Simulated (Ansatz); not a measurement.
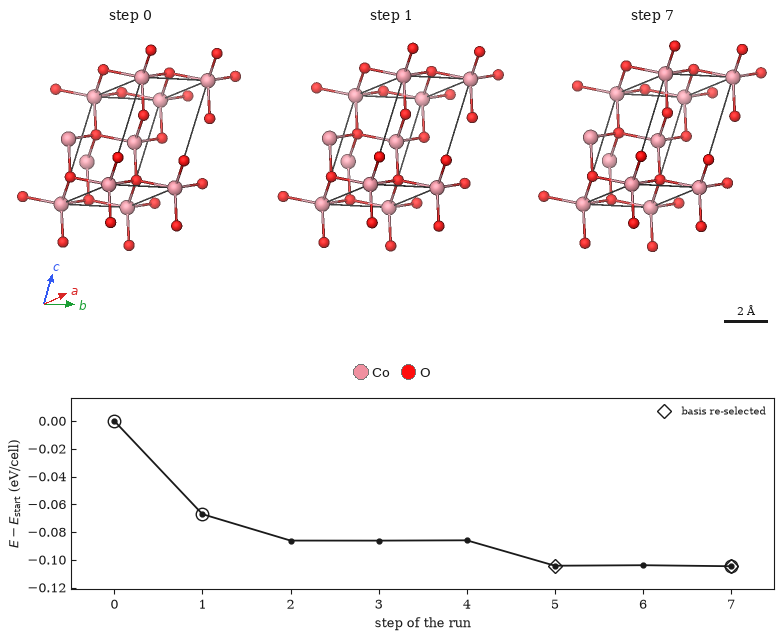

Frames of a relaxation of solid CoO (set up in R3m) (coarse preliminary run), marked on the history of the run. The picture is a ball-and-stick view of the reduced cell, seen from a free direction. Lengths and directions refer to the drawn axes.

Theory: DFT PBE+U, scalar-relativistic, plane waves, PAW in Ansatz 0.2.0.

The input:
```yaml
crystal:
  lattice:
    - [1.6022198417, 0.9250420569, 5.1329417806]
    - [-1.6022198417, 0.9250420569, 5.1329417806]
    - [0.0, -1.8500841138, 5.1329417806]
  atoms:
    - { symbol: Co, position: [0.99948773, 0.99948773, 0.99948773], spin: -2.56 }
    - { symbol: Co, position: [0.49949059, 0.49949059, 0.49949059], spin: 2.56 }
    - { symbol: O, position: [0.37549553, 0.37549553, 0.37549553] }
    - { symbol: O, position: [0.8755255, 0.8755255, 0.8755255] }
basis:
  ecutwfc: 420
kpoints:
  mp_grid: { grid: [6, 6, 6] }
hamiltonian:
  xc: pbe
  hubbard: { sites: [{ species: Co, l: d, u_eff: 3.32 }] }
scf:
  occupations: { method: gaussian, width: 0.1 }
output:
  forces: true
  stress: true
  eigenvalues: true
  populations: true
magnetization:
  spin_polarized: true
relax:
  adjacent_minimum: "off"
  f_tol: 0.05
  max_steps: 80
  cell: { stress_tol: 0.5 }
```

Launched with:
```bash
ansatz run input.yaml --threads 1 --pin off --max-ram 2560MiB --backend cpu --events-out ev --progress --plain --runs-dir out
```

What happens along the run?

The energy falls by 0.105 eV per cell of the calculation in 5 accepted moves (7 points after the start). The largest force component goes from 0.1 to 0.0015 eV/Å. The pressure goes from 10.47 to 0.09 GPa. The SCF was repeated twice at an unchanged geometry on a basis and grid sized afresh for the cell, which shifted the energy by 18.3 meV per cell of the calculation at most. The atoms keep their places relative to the cell (all moves are under 0.005 Å). The volume changes by +7.3 %, with a = b 3.204 → 3.273 Å (+2.1 %), c 5.456 → 5.608 Å (+2.8 %), α 72.9° → 73.0°, β 72.9° → 73.0°. Near-neighbour distances that change, for instance: Co1–O4 1.909 → 1.964 Å, Co1–O3 1.963 → 2.007 Å. The space group stays R3m (No. 160). From step 0 to 1: volume +3.4 %, energy −67.1 meV per cell of the calculation. From step 1 to 7: volume +3.8 %, energy −37.5 meV per cell of the calculation.

| step | E − E(0), meV/atom | largest force component, eV/Å | pressure, GPa | volume, Å³/atom | note |
| --- | --- | --- | --- | --- | --- |
| 0 | 0.00 | 0.1025 | 10.47 | 11.411 |  |
| 1 | -16.78 | 0.0837 | 5.00 | 11.794 |  |
| 2 | -21.54 | 0.0369 | 0.35 | 12.166 |  |
| 3 | -21.54 | 0.0160 | 0.27 | 12.172 |  |
| 4 | -21.49 | 0.0003 | 0.00 | 12.196 |  |
| 5 | -26.06 | 0.0008 | 0.60 | 12.196 | same geometry, new basis |
| 6 | -25.97 | 0.0015 | 0.08 | 12.245 |  |
| 7 | -26.15 | 0.0015 | 0.09 | 12.245 | same geometry, new basis |
